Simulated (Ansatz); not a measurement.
Geometry relaxation, with input and output: B₂₄N₂₅ (part 3 of 3)

B₂₄N₂₅ (defect cell, 49 atoms in the cell); DFT PBE, scalar-relativistic, plane waves, PAW, spin-polarised (Ansatz 0.2.0); cutoff 420 eV, 2×2×2 k-mesh, Gaussian smearing of 0.05 eV, collinear spins. The structure derives from a Materials Project entry.

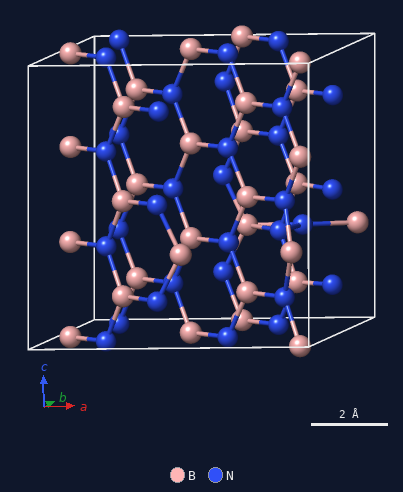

The geometry at step 8 of the log (ball-and-stick view of the cell of the calculation, seen slightly off an axis).

What the program printed, continued
```
--- Relaxed structure (12 steps of the walk, 11 accepted, 0 SCFs on fresh bases) ---
  F+E_penalty+E_count = -13394.98566214 eV   max|allowed force component| = 3.126e-2 eV/Å
  atoms:
    - { symbol: B, position: [-0.06931129818694176, 1.0298214400724879, 0.33186859677945124] }
    - { symbol: B, position: [0.5504363575866793, 0.9756432797499697, 0.33180391877675075] }
    - { symbol: B, position: [0.0445014913305328, 0.4474574743938904, 0.3317736674354628] }
    - { symbol: B, position: [-0.042707786381436574, 1.0523349071350565, 0.6656295300094461] }
    - { symbol: B, position: [0.2905420205929189, 0.2001400311591225, 0.4995827021435737] }
    - { symbol: B, position: [0.45159579633054114, 0.5456267078771648, 0.3318359872428989] }
    - { symbol: B, position: [0.5391674597896328, 0.9496554475731354, 0.6647662270246804] }
    - { symbol: B, position: [0.7091764430043481, 0.3037263996920154, 0.49994349250652337] }
    - { symbol: B, position: [0.04504254844628641, 0.44886455156760824, 0.6670315688315994] }
    - { symbol: B, position: [0.2003868988653894, 0.7952067442616289, 0.4973235611707981] }
    - { symbol: B, position: [-0.04271669824548552, 1.0523103246612067, 0.9980468577024979] }
    - { symbol: B, position: [0.293966219663616, 0.19982241244544693, 0.8317928453222924] }
    - { symbol: B, position: [0.45080245800951796, 0.5463497364325658, 0.665345071263952] }
    - { symbol: B, position: [0.7950401132986055, 0.6894948588032025, 0.5059126909433306] }
    - { symbol: B, position: [0.539210695588713, 0.949663516742574, 0.9988038595442232] }
    - { symbol: B, position: [0.7056571805082702, 0.3003075599940773, 0.8318438621965594] }
    - { symbol: B, position: [0.04501225987244034, 0.4487995111164432, 0.9965118192886189] }
    - { symbol: B, position: [0.1988870738013041, 0.7948545798917829, 0.8318373951582356] }
    - { symbol: B, position: [0.29058341521642844, 0.20014618910229087, 0.164007167469858] }
    - { symbol: B, position: [0.45080139857348456, 0.5463374960724309, 0.9983270425253022] }
    - { symbol: B, position: [0.7933621383357201, 0.700534921105306, 0.83175919449667] }
    - { symbol: B, position: [0.7091477013299455, 0.30371107070428904, 0.16375225592588613] }
    - { symbol: B, position: [0.2003724766244248, 0.795193671293717, 0.16634748697038765] }
    - { symbol: B, position: [0.7950567509117207, 0.6894875154070214, 0.1576097644726038] }
    - { symbol: N, position: [0.21059499955554747, 0.2842198088391842, -0.0029049078862022] }
    - { symbol: N, position: [0.6210905469176724, 0.38324893152799744, -0.001998270597378525] }
    - { symbol: N, position: [0.11704696648764196, 0.8783603965188034, -0.0014876137954341617] }
    - { symbol: N, position: [0.21148674397179162, 0.2857160896172945, 0.33178692459677617] }
    - { symbol: N, position: [0.3682834537119828, 0.628302639888802, 0.16512595792262566] }
    - { symbol: N, position: [0.708997043456823, 0.782119094155382, -0.001631021567738835] }
    - { symbol: N, position: [0.6231120946607538, 0.3836621713857693, 0.3318399088759612] }
    - { symbol: N, position: [0.9604889154369134, 0.5287491400161517, 0.16352373996627373] }
    - { symbol: N, position: [0.11609434312537148, 0.8734658138115649, 0.33183045528993016] }
    - { symbol: N, position: [0.4525598133405042, 0.03302557632959699, 0.16170657751040904] }
    - { symbol: N, position: [0.21060006776351278, 0.2842540711213586, 0.6664923314474843] }
    - { symbol: N, position: [0.3683123021822415, 0.6283341170588093, 0.49853911298906006] }
    - { symbol: N, position: [0.7168424320615611, 0.7736864466930499, 0.3317546703963408] }
    - { symbol: N, position: [0.8800939269708649, 0.14323493877010296, 0.1618195878479877] }
    - { symbol: N, position: [0.6210996394019082, 0.38326372645768586, 0.6656905653243506] }
    - { symbol: N, position: [0.9605171106582062, 0.5288004607129264, 0.5000124767166229] }
    - { symbol: N, position: [0.11703986071172351, 0.8783538254260557, 0.6651623202797131] }
    - { symbol: N, position: [0.452483561443526, 0.03298348527455458, 0.5018701658215217] }
    - { symbol: N, position: [0.36588742734121443, 0.627591614118135, 0.8318358959696956] }
    - { symbol: N, position: [0.7089581074895897, 0.782107864469046, 0.6651614476424824] }
    - { symbol: N, position: [0.880152740300808, 0.14330925973908376, 0.5018750278697298] }
    - { symbol: N, position: [0.9605118784757719, 0.5346475267930838, 0.8317693799567396] }
    - { symbol: N, position: [0.4585132587675633, 0.0314812384572927, 0.8317867229515952] }
    - { symbol: N, position: [0.8735962859219595, 0.13487374223750148, 0.8318438004938097] }
    - { symbol: N, position: [0.7538384196778922, -0.04347834967366643, 0.3318800534760424] }
--- Löwdin populations: 49 sites ---
  site symbol       q [e]    m [muB]
     0      B      2.6863    -0.0199
     1      B      2.6467    -0.0161
     2      B      2.5925    -0.0013
     3      B      2.6378     0.0015
     4      B      2.6047     0.0022
     5      B      2.6358    -0.0009
     6      B      2.6086     0.0021
     7      B      2.6337     0.0071
     8      B      2.6011     0.0000
     9      B      2.6316     0.0006
    10      B      2.6378     0.0015
    11      B      2.6068     0.0017
    12      B      2.6301     0.0005
    13      B      2.5930     0.0124
    14      B      2.6086     0.0021
    15      B      2.6250     0.0060
    16      B      2.6011     0.0000
    17      B      2.6313    -0.0005
    18      B      2.6047     0.0022
    19      B      2.6301     0.0005
    20      B      2.5995     0.0002
    21      B      2.6337     0.0072
    22      B      2.6316     0.0006
    23      B      2.5930     0.0125
    24      N      5.3194     0.0032
    25      N      5.3357     0.0083
    26      N      5.3438     0.0069
    27      N      5.3249    -0.0005
    28      N      5.3396     0.0027
    29      N      5.3237     0.0076
    30      N      5.3484    -0.0022
    31      N      5.3149     0.0101
    32      N      5.3552    -0.0007
    33      N      5.3347     0.0160
    34      N      5.3194     0.0032
    35      N      5.3396     0.0027
    36      N      5.1197     0.0125
    37      N      5.3223     0.0991
    38      N      5.3357     0.0083
    39      N      5.3150     0.0101
    40      N      5.3439     0.0069
    41      N      5.3347     0.0160
    42      N      5.3406     0.0011
    43      N      5.3237     0.0077
    44      N      5.3225     0.0984
    45      N      5.3202     0.0046
    46      N      5.3209     0.0007
    47      N      5.3365     0.0083
    48      N      5.0485     0.6420
  spilling = 0.006657 (of n_electrons = 197.000000)
settings of this run that can trade accuracy for cost: output.eigenvalues: false. Do not mix this run's numbers with those of runs without the same settings; the input reference describes each key
```

Trajectory as extended XYZ (Å, eV, eV/Å), 4 of the 12 frames kept, from step=1 to step=12
```
49
Lattice="-3.7548 2.1762 6.0451 3.7548 -2.1762 6.0451 3.7840 6.5287 0.0000" Properties=species:S:1:pos:R:3:forces:R:3 step=1 energy=-13389.12148
B     4.9742   -0.0223    6.0404    2.7849   1.9172  -1.7990
B     3.0905    1.0551    9.0772    2.3895   1.2525   1.3650
B     3.1071    1.0502    3.0280    1.3858   2.4405  -0.5853
B     6.2265    2.1268    6.0509    2.7373   3.9599  -0.3220
B     1.8604    3.2265    3.0280    1.1795   2.1946  -0.7210
B     1.2297    2.1384    6.0505    1.0442   2.1875  -0.7998
B     4.3857    3.2026    9.0214    0.5938   3.3012  -0.0155
B     0.0371    4.3706    6.0396   -0.1296  -0.6601  -0.4964
B     4.3684    3.2265    3.0280    1.5566   2.2142  -0.5558
B     3.7377    2.1384    6.0505    1.5985   1.6037  -0.6081
B     7.4863    4.3260    6.0010    2.8921   1.1199   0.0205
B     3.1217    5.4027    3.0280    1.6457   2.2256  -0.6654
B     2.4910    4.3146    6.0505    1.9498   1.9943  -0.6137
B     1.8698    3.2412    9.0534    0.4821   4.3009  -0.5022
B     5.6303    5.4392    9.0530    2.8441  -0.0882  -0.4556
B     1.2443    6.4908    6.0505    1.3905   2.7480  -0.6308
B     5.6297    5.4027    3.0280    1.3325   2.0612  -0.5557
B     4.9991    4.3146    6.0505    1.6796   1.9160  -0.5807
B     0.5990    1.0502    3.0280    1.3197   2.2445  -0.8197
B     3.7524    6.4908    6.0505    1.6799   2.0875  -0.6442
B     3.1217    5.4027    9.0731    1.4965   1.9042  -0.4479
B    -1.2442    2.1266    6.0743    0.1629   2.4556  -0.8728
B     2.4764   -0.0379    6.0505    1.3557   1.8809  -0.5344
B     0.5973    1.0732    9.0839    0.1958   0.1783  -0.8408
N     0.6411   -0.3484    2.9772   -1.4642  -2.2427   0.7000
N    -1.2363    0.7397    5.9997   -1.5204  -2.5751   0.6873
N     2.5184   -1.4366    5.9997   -2.3449  -1.7436   0.2981
N     1.9024    1.8278    2.9772   -1.2824  -2.2157   0.6288
N     1.2717    0.7397    5.9997   -1.5148  -2.2953   0.7497
N     0.6594   -0.3550    9.0418   -2.8606  -0.2614   0.3658
N     0.0095    2.8886    5.9631    0.6997  -0.0190   2.2068
N    -0.6057    1.8278    9.0223   -1.4210  -2.0592   0.6278
N     3.7641    0.7198    6.0036   -1.4041  -0.5683   0.6025
N    -0.5980    1.8274    2.9406   -1.9038  -2.3928   0.1281
N     3.1637    4.0040    2.9772   -1.7171  -2.1443   0.6942
N     2.5330    2.9159    5.9997   -1.6057  -2.0240   0.7001
N     1.8810    1.8560    9.0403   -1.7795  -2.8675  -1.8324
N    -2.4772    2.9237    5.9649   -2.4590  -4.3053   3.6085
N     1.2863    5.0921    5.9997   -0.4899  -1.6842   0.5328
N     0.6557    4.0040    9.0223   -1.6070  -2.2794   0.5301
N     5.0411    2.9159    5.9997   -2.3449  -1.8703   0.5242
N     0.6320    3.9976    2.9645   -0.3282  -2.0977   0.0966
N     3.7944    5.0921    5.9997   -1.7641  -2.1052   0.6279
N     3.1161    4.0002    9.0219    0.7842  -2.1937   0.1941
N    -1.1737    5.1451    5.9882   -1.7667  -2.7171   3.7820
N     1.9170    6.1802    9.0223   -1.5023  -1.9752   0.5628
N     1.9170    6.1802    2.9772   -1.8536  -1.4447   0.3172
N     0.0396    7.2684    5.9997   -1.6194  -1.5525   0.3120
N    -1.5312    3.7978    4.5086   -0.4973   0.1944  -4.9631
49
Lattice="-3.7548 2.1762 6.0451 3.7548 -2.1762 6.0451 3.7840 6.5287 0.0000" Properties=species:S:1:pos:R:3:forces:R:3 step=5 energy=-13394.88586
B     5.3113   -0.1906    5.8277    0.2135   0.0928  -0.3825
B     2.9040    1.2141    9.2496    0.0382   0.0360  -0.4562
B     2.8334    1.2533    2.9853    0.2047  -0.0984   0.0040
B     6.5624    1.9971    6.0956    0.0544  -0.0865   0.0008
B     1.6173    3.4207    3.0036   -0.1035   0.0188  -0.0207
B     1.5447    1.9960    6.0253   -0.0351  -0.0136  -0.0207
B     4.1271    3.4082    9.0090   -0.1537   0.0679   0.0185
B     0.3089    4.1821    6.1188   -0.2951  -0.1383  -0.0196
B     4.1067    3.4368    3.0103    0.0146   0.0106  -0.0327
B     4.0465    1.9854    6.0106    0.1905   0.0635   0.0731
B     7.8197    4.1700    6.0866    0.1487  -0.0609   0.0249
B     2.8653    5.5967    3.0141   -0.1537   0.0797   0.0332
B     2.8094    4.1711    6.0264    0.1040  -0.0820   0.0585
B     1.5861    3.4923    8.9363   -0.0466   0.0981  -0.1277
B     5.3890    5.5913    9.0141   -0.0702   0.0440   0.0163
B     1.5618    6.3470    6.0825   -0.1186   0.0977   0.0103
B     5.3564    5.5915    3.0097   -0.0073  -0.0017  -0.0519
B     5.3175    4.1691    5.9995    0.1112  -0.1029   0.0758
B     0.3481    1.2318    3.0079   -0.0638   0.0830  -0.0295
B     4.0693    6.3446    6.0263    0.0919  -0.0117   0.0466
B     2.8652    5.5959    9.0228    0.0061   0.0379   0.0503
B    -0.9662    1.9866    6.1106   -0.0154   0.1362  -0.0152
B     2.7958   -0.1719    6.0111    0.0191  -0.1606   0.0562
B     0.2710    1.2250    8.9275   -0.1139  -0.0850  -0.0150
N     0.3332   -0.2146    3.0296    0.0165  -0.0016  -0.0484
N    -0.9661    0.5414    6.0737    0.0224  -0.1258  -0.0234
N     2.7878   -1.6323    6.0112   -0.0978   0.0962  -0.0216
N     1.6034    1.9662    3.0337   -0.1734   0.0976   0.0142
N     1.5368    0.5458    6.0251   -0.0737   0.0156  -0.0378
N     0.3348   -0.2051    9.0011   -0.0026  -0.0196  -0.0370
N     0.2923    2.7222    6.0718    0.0687   0.0165   0.0284
N    -0.9329    1.9712    9.0078   -0.1103   0.0248  -0.0346
N     4.0329    0.5518    5.9824    0.1109  -0.0701  -0.0424
N    -0.8976    1.9370    2.9869    0.0653  -0.0964   0.0241
N     2.8646    4.1533    3.0300    0.0039  -0.0014  -0.0584
N     2.7991    2.7217    6.0248   -0.0729   0.1008  -0.0433
N     1.5350    2.0056    8.8647    0.1923  -0.0472   0.2001
N    -2.2182    2.7000    6.1572   -0.0684  -0.1190   0.0307
N     1.5599    4.8981    6.0777    0.1686   0.0608  -0.0349
N     0.3382    4.1655    9.0122   -0.0488   0.0364  -0.0155
N     5.3100    2.7184    6.0126   -0.1068   0.0589  -0.0202
N     0.3871    4.1510    2.9763    0.1523  -0.0049  -0.0048
N     4.0656    4.8948    6.0072   -0.0976   0.0568  -0.0471
N     2.8582    4.1487    8.9980    0.0824  -0.0562  -0.0074
N    -0.9352    4.9107    6.1740   -0.0065   0.0116   0.0050
N     1.6126    6.3218    9.0459    0.0364  -0.0115   0.0130
N     1.6116    6.3235    2.9787    0.1052  -0.0481  -0.0328
N     0.3068    7.0737    6.0891    0.1092  -0.0290   0.0127
N    -1.7569    3.9394    4.2183   -0.2935   0.0303   0.8842
49
Lattice="-3.7548 2.1762 6.0451 3.7548 -2.1762 6.0451 3.7840 6.5287 0.0000" Properties=species:S:1:pos:R:3:forces:R:3 step=8 energy=-13394.98150
B     5.3757   -0.2225    5.8096    0.0933  -0.0478  -0.0295
B     2.8545    1.2413    9.2212    0.0614  -0.0166  -0.0381
B     2.7739    1.2869    2.9768   -0.0808   0.0436   0.0076
B     6.6255    1.9636    6.1037   -0.0062   0.0520   0.0099
B     1.5542    3.4569    2.9669    0.0092  -0.0082   0.0049
B     1.6027    1.9640    6.0278    0.0206  -0.0055  -0.0064
B     4.0631    3.4447    8.9977    0.0041   0.0237   0.0019
B     0.3641    4.1478    6.1271    0.0218   0.0151  -0.0037
B     4.0451    3.4721    2.9886   -0.0041   0.0407   0.0059
B     4.1093    1.9553    6.0153   -0.0043   0.0087   0.0094
B     7.8839    4.1343    6.1017   -0.0490  -0.0111   0.0015
B     2.7993    5.6333    2.9860   -0.0047   0.0036   0.0046
B     2.8710    4.1381    6.0248   -0.0001   0.0123   0.0112
B     1.5238    3.5295    8.9777    0.0393   0.0383  -0.0778
B     5.3261    5.6249    9.0011   -0.0081  -0.0175   0.0032
B     1.6214    6.3144    6.0804    0.0004  -0.0053   0.0005
B     5.2935    5.6263    2.9877   -0.0446  -0.0248   0.0055
B     5.3798    4.1353    6.0041   -0.0055   0.0100   0.0098
B     0.2848    1.2670    2.9692    0.0065  -0.0121   0.0018
B     4.1307    6.3113    6.0251   -0.0062  -0.0153   0.0097
B     2.8043    5.6300    9.0308    0.0605  -0.0414   0.0043
B    -0.9076    1.9527    6.1246   -0.0150  -0.0152  -0.0028
B     2.8566   -0.2064    6.0149    0.0005  -0.0159   0.0106
B     0.2058    1.2565    8.9773   -0.0074  -0.0602  -0.0481
N     0.2700   -0.1796    2.9936    0.0634  -0.0729  -0.0045
N    -0.9058    0.5058    6.0706    0.0179   0.0204   0.0018
N     2.8470   -1.6649    6.0153    0.0475  -0.0009  -0.0045
N     1.5375    2.0034    3.0087    0.0694  -0.0287  -0.0094
N     1.5946    0.5135    6.0220    0.0423   0.0409   0.0007
N     0.2750   -0.1743    9.0140   -0.0658   0.1317   0.0119
N     0.3505    2.6892    6.0896    0.0362   0.0148  -0.0101
N    -0.9952    2.0069    9.0056   -0.0853  -0.0969   0.0074
N     4.0932    0.5212    5.9796    0.0008  -0.0412  -0.0130
N    -0.9600    1.9670    2.9390    0.0465   0.0478  -0.0191
N     2.8018    4.1888    2.9943    0.1043  -0.0262  -0.0113
N     2.8573    2.6923    6.0215   -0.0323  -0.0677   0.0026
N     1.4711    2.0412    8.9985    0.1469  -0.0620   0.1256
N    -2.1595    2.6608    6.1870   -0.0066   0.0909  -0.0394
N     1.6212    4.8660    6.0708   -0.0370  -0.0443   0.0043
N     0.2757    4.1988    9.0071    0.0413   0.1375   0.0092
N     5.3693    2.6877    6.0157    0.0675  -0.0268  -0.0066
N     0.3285    4.1893    2.9320   -0.0103  -0.0836  -0.0226
N     4.1247    4.8627    6.0023    0.0174   0.0134  -0.0057
N     2.7997    4.1810    9.0113   -0.1440   0.0036   0.0224
N    -0.8730    4.8819    6.1931   -0.0391  -0.0298  -0.0323
N     1.5555    6.3539    9.0411   -0.1216   0.0710  -0.0089
N     1.5498    6.3575    2.9618    0.0164   0.0013  -0.0045
N     0.3708    7.0392    6.0951   -0.0901   0.0266   0.0044
N    -1.7274    3.9073    4.2910   -0.1668   0.0297   0.1074
49
Lattice="-3.7548 2.1762 6.0451 3.7548 -2.1762 6.0451 3.7840 6.5287 0.0000" Properties=species:S:1:pos:R:3:forces:R:3 step=12 energy=-13394.98566
B     5.3828   -0.2253    5.8064   -0.0144   0.0054   0.0088
B     2.8521    1.2409    9.2253    0.0057  -0.0050  -0.0122
B     2.7684    1.2891    2.9739   -0.0001  -0.0003  -0.0010
B     6.6303    1.9626    6.1033   -0.0014  -0.0008   0.0015
B     1.5510    3.4584    2.9662   -0.0012  -0.0016   0.0010
B     1.6087    1.9618    6.0283    0.0009  -0.0010  -0.0023
B     4.0567    3.4467    9.0001    0.0027  -0.0042   0.0010
B     0.3694    4.1463    6.1231    0.0031   0.0002   0.0040
B     4.0403    3.4760    2.9857   -0.0008   0.0008  -0.0027
B     4.1153    1.9524    6.0184   -0.0011  -0.0015  -0.0011
B     7.8882    4.1329    6.1031    0.0026   0.0028   0.0003
B     2.7940    5.6354    2.9850   -0.0041   0.0012   0.0002
B     2.8764    4.1359    6.0279   -0.0003  -0.0002   0.0008
B     1.5181    3.5326    8.9741   -0.0003   0.0047   0.0013
B     5.3206    5.6276    9.0004    0.0067  -0.0021   0.0016
B     1.6257    6.3130    6.0811    0.0013  -0.0004   0.0023
B     5.2869    5.6272    2.9851    0.0012  -0.0012   0.0015
B     5.3854    4.1338    6.0072    0.0008  -0.0007   0.0010
B     0.2810    1.2676    2.9665    0.0009  -0.0006  -0.0011
B     4.1364    6.3099    6.0278    0.0012  -0.0004  -0.0003
B     2.7988    5.6323    9.0307   -0.0031   0.0031   0.0005
B    -0.9027    1.9514    6.1228   -0.0021  -0.0029   0.0030
B     2.8629   -0.2084    6.0183   -0.0002   0.0011  -0.0004
B     0.2000    1.2587    8.9742   -0.0034  -0.0023   0.0014
N     0.2655   -0.1792    2.9912    0.0013  -0.0017   0.0014
N    -0.9006    0.5046    6.0713    0.0012  -0.0035  -0.0030
N     2.8529   -1.6665    6.0173   -0.0064   0.0023  -0.0024
N     1.5342    2.0046    3.0056    0.0016  -0.0002   0.0024
N     1.6011    0.5122    6.0244   -0.0013   0.0014  -0.0002
N     0.2684   -0.1698    9.0139   -0.0018   0.0016  -0.0016
N     0.3566    2.6876    6.0860    0.0013   0.0017   0.0010
N    -1.0023    2.0072    9.0026    0.0019   0.0011  -0.0006
N     4.0994    0.5182    5.9820   -0.0037   0.0058   0.0010
N    -0.9634    1.9687    2.9354    0.0015  -0.0022   0.0003
N     2.7986    4.1910    2.9914    0.0001  -0.0012   0.0012
N     2.8628    2.6889    6.0248   -0.0009   0.0023  -0.0023
N     1.4688    2.0422    9.0104   -0.0154   0.0123  -0.0209
N    -2.1544    2.6600    6.1861    0.0073   0.0004  -0.0042
N     1.6260    4.8637    6.0715    0.0025  -0.0011  -0.0037
N     0.2711    4.2039    9.0030    0.0004  -0.0007  -0.0009
N     5.3755    2.6858    6.0172   -0.0044   0.0029  -0.0013
N     0.3240    4.1895    2.9347    0.0036   0.0000   0.0008
N     4.1303    4.8613    6.0057   -0.0003   0.0004  -0.0034
N     2.7916    4.1834    9.0136   -0.0029   0.0020  -0.0005
N    -0.8676    4.8801    6.1869    0.0003  -0.0066  -0.0071
N     1.5484    6.3571    9.0384    0.0000   0.0016   0.0030
N     1.5441    6.3598    2.9621   -0.0014   0.0017   0.0013
N     0.3740    7.0385    6.0963    0.0020  -0.0017  -0.0009
N    -1.7379    3.9019    4.2942    0.0191  -0.0125   0.0313
```

Results in brief

```tsv
quantity	value
outcome	converged
electrons treated	197
free energy	−13394.9857 eV
Fermi energy	6.788 eV
net moment of the cell	1.00 μB
integrated absolute moment	1.10 μB
final volume	395.93 Å³
largest force (length of the vector) at the end	0.039 eV/Å
hardware	4 threads of Arm Neoverse V2, 24 GiB of memory available, shared host
wall time	2.4 min (CPU time 9.3 min)
peak memory	1.9 GiB
```
